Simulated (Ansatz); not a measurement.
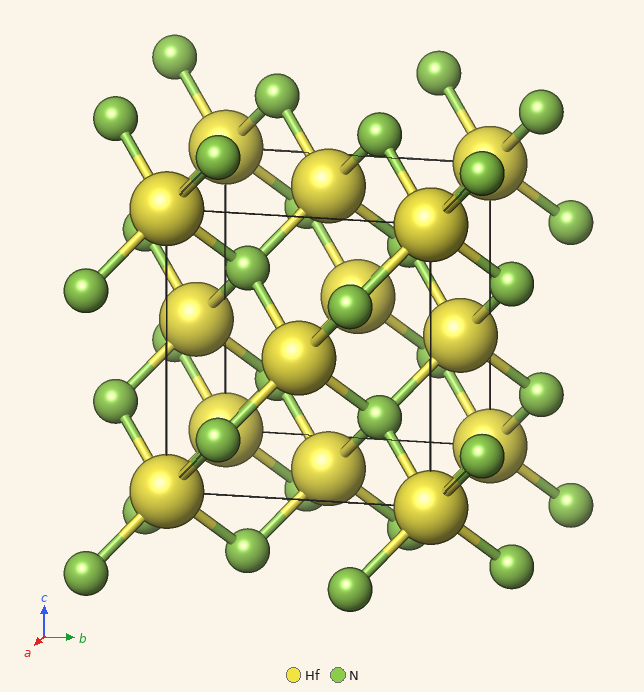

Ball-and-stick representation of a periodic structure, projected slightly off an axis. One conventional unit cell is framed, with atoms on its boundary repeated. Bonded atoms from the next cells complete the picture.

HfN, space group F222 (No. 22), a = 4.52 Å, b = 4.89 Å, c = 5.26 Å, α = 90.00°, β = 90.00°, γ = 90.00°.

Level of theory: Ansatz 0.2.0, DFT r2SCAN, scalar-relativistic, plane waves, PAW. Settings were E_cut = 500 eV, k-points about 0.10 Å⁻¹ apart, Gaussian smearing of 0.15 eV, no spin polarisation.

> Predict the gap.

A metal: bands cross the Fermi level.

> Would the cell expand or shrink if it could?

The computed pressure is 0.2 GPa (compressed: it would expand). The stress isn't hydrostatic: its largest component is 12.9 GPa.

Source of the structure: a structure listed in the Materials Project. The cell was then strained or its atoms displaced on purpose. It was the input of a calculation with Ansatz.
